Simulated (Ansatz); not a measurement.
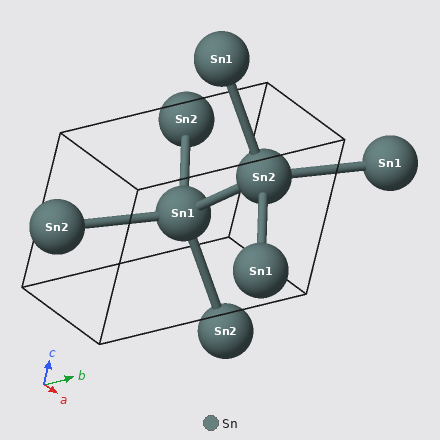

The system is Sn (Fd-3m, No. 227; 2 atoms in the cell); the picture shows the reference structure. The cell is strained homogeneously, by one strain along x and y and another along z, with fractional coordinates fixed (x, y and z along the cube axes). First axis: strain along x and y. Second axis: strain along z. The grid has 5 × 5 points. Points are written as (first, second). All energies are given in meV/atom relative to the unstrained cell. The reference cell is the one listed in the database, not relaxed at this level. Level of theory: DFT PBE, scalar-relativistic, plane waves, PAW in Ansatz 0.2.0. Settings: cutoff 420 eV, k-mesh 12×12×12, gaussian smearing 0.15 eV, no spin polarisation.

Its coordinates:

```yaml
crystal:
  lattice:
    - [0.00000, 3.24560, 3.24560]
    - [3.24560, 0.00000, 3.24560]
    - [3.24560, 3.24560, 0.00000]
  atoms:
    - { symbol: Sn, position: [0.50000, 0.50000, 0.50000] }
    - { symbol: Sn, position: [0.75000, 0.75000, 0.75000] }
```

Range: strain along x and y from −3.0 to 3.0 %; strain along z from −3.0 to 3.0 %.

Question: What will the energy surface look like?

Answer: The lowest grid point is at (3.0 %, 1.5 %), −24 meV/atom from the unstrained cell. It is the only kind of minimum in the scanned range. The highest grid point, (−3.0 %, −3.0 %), lies 133 meV/atom above the lowest.

| strain along z ↓, strain along x and y → | −3.0 | −1.5 | 0.0 | 1.5 | 3.0 |
| --- | --- | --- | --- | --- | --- |
| 3.0 | 34 | 5 | −14 | −23 | −24 |
| 1.5 | 47 | 14 | −9 | −21 | −24 |
| 0.0 | 64 | 26 | 0 | −16 | −22 |
| −1.5 | 84 | 42 | 12 | −7 | −17 |
| −3.0 | 109 | 62 | 27 | 4 | −9 |

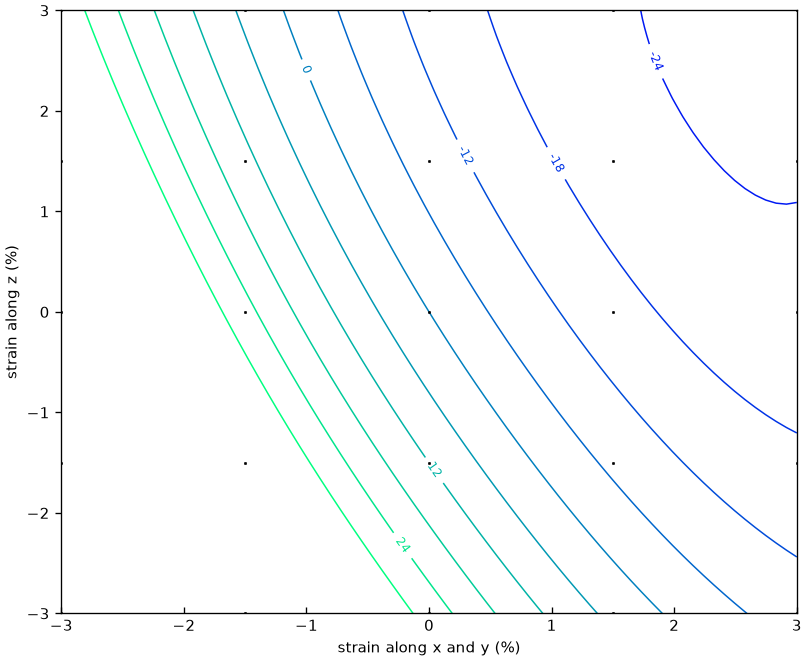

The picture shows contour lines labelled in meV/atom (none above 30), dots at the grid points. Between grid points the surface is interpolated.
